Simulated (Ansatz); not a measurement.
# C15N (cell charge +1, with a compensating background) (cell with a defect): what the fields show

Input

```
crystal:
  lattice:
    - [0.0, 3.5714737334, -3.5714737334]
    - [3.5714737334, 3.5714737334, 0.0]
    - [3.5714737334, 0.0, -3.5714737334]
  atoms:
    - { symbol: "N", position: [0.5, 0.5, 0.5] }
    - { symbol: C, position: [0.4999710301, 2.89699e-05, 0.4999710301] }
    - { symbol: C, position: [1.0000289699, 0.4999710301, 0.4999710301] }
    - { symbol: C, position: [1.0000289699, 2.89699e-05, 0.4999710301] }
    - { symbol: C, position: [0.4999710301, 0.4999710301, 1.0000289699] }
    - { symbol: C, position: [0.4999710301, 2.89699e-05, 1.0000289699] }
    - { symbol: C, position: [1.0000289699, 0.4999710301, 1.0000289699] }
    - { symbol: C, position: [1.0, 0.0, 1.0] }
    - { symbol: C, position: [0.3700594361, 0.3700594361, 0.3700594361] }
    - { symbol: C, position: [0.3700594361, 0.8898216916, 0.3700594361] }
    - { symbol: C, position: [0.8898216916, 0.3700594361, 0.3700594361] }
    - { symbol: C, position: [0.8749113714, 0.8749113714, 0.3752658857] }
    - { symbol: C, position: [0.3700594361, 0.3700594361, 0.8898216916] }
    - { symbol: C, position: [0.3752658857, 0.8749113714, 0.8749113714] }
    - { symbol: C, position: [0.8749113714, 0.3752658857, 0.8749113714] }
    - { symbol: C, position: [0.8749113714, 0.8749113714, 0.8749113714] }
  host:
    lattice:
      - [0.0, 1.7857368667, 1.7857368667]
      - [1.7857368667, 0.0, 1.7857368667]
      - [1.7857368667, 1.7857368667, 0.0]
    atoms:
      - { symbol: C, position: [0.0, 0.0, 0.0] }
      - { symbol: C, position: [0.25, 0.25, 0.25] }
total_charge: 1
basis:
  ecutwfc: 420
  xc_grid: 2
kpoints:
  mp_grid: { grid: [3, 3, 3], shift: [0.0, 0.0, 0.0] }
hamiltonian:
  xc: pbe
scf:
  occupations: { method: gaussian, width: 0.01 }
output:
  forces: true
  stress: false
  eigenvalues: true
  charged_corrections:
    defect_position: [0.5, 0.5, 0.5]
    epsilon: [[5.8503, 0.0, 0.0], [0.0, 5.8503, 0.0], [0.0, 0.0, 5.8503]]
  write_density: true
  write_potential: true
  elf: true
  volumetric_format: npy
relax:
  adjacent_minimum: "off"
  f_tol: 0.025
  max_steps: 45
```

Run with:

```sh
ansatz run input.yaml --threads 2 --pin off --max-ram 5120MiB --backend cpu --events-out ev --progress --plain --runs-dir out
```

The fields are those of the relaxed geometry.

Method: DFT PBE, scalar-relativistic, plane waves, PAW (Ansatz).

Core electrons are frozen (PAW), and the valence fields are smoothed inside the atomic spheres.

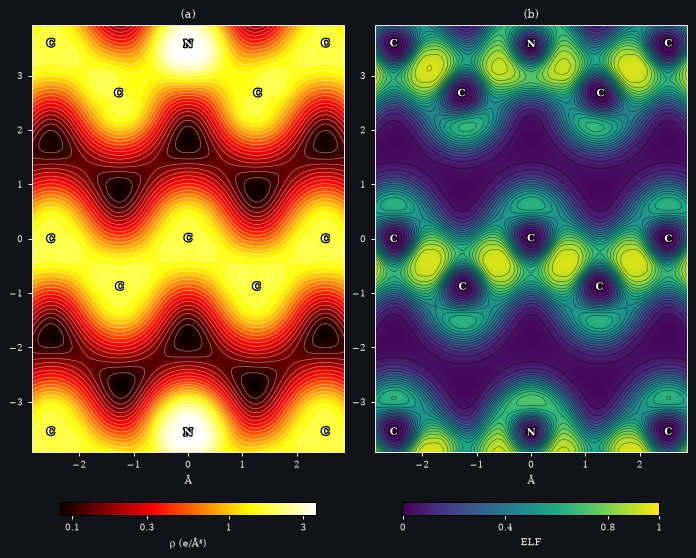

Figure 1. (a) valence charge density (pseudo); (b) electron localisation function on the (011̄) plane of the calculation cell.

### Read the bonding off the picture.

Atoms in the plane: N and C. C–C (1.55 Å): ρ is about 1.6 e/Å³ halfway; the ELF peaks at about 0.95 between the atoms: localised, covalent bonding. C–N (1.57 Å): ρ is about 1.5 e/Å³ halfway; the ELF peaks at about 0.90 between the atoms: a shared electron pair. Between the atoms the lowest density in this plane is 0.08 e/Å³.

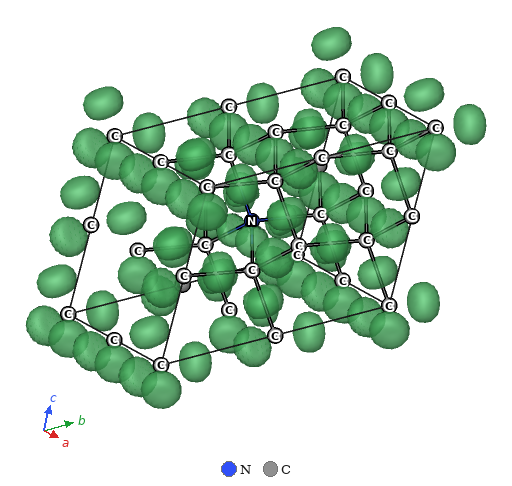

Figure 2. Isosurface of the electron localisation function at 0.8 (green), seen slightly off an axis. Only the valence region is drawn (cores and ρ < 0.01 e/Å³ removed). Sticks mark near contacts.

### Identify the bonds, lone pairs and shells in this picture.

The ELF exceeds this value in 28 regions between bonded C–C atoms (shared pairs) and four regions between bonded C–N atoms (shared pairs), counted in one cell of 16 atoms. Any copies at cell faces, edges or corners count once. Profiles from the grid: C–C (1.54 Å): the ELF peaks at about 0.95 between the atoms (localised, covalent bonding).

### Does the calculation give a band gap?

It is gapped, with a Kohn–Sham gap of 2.7 eV on the k-point mesh (the band edges may lie off the mesh, which would make the gap smaller).
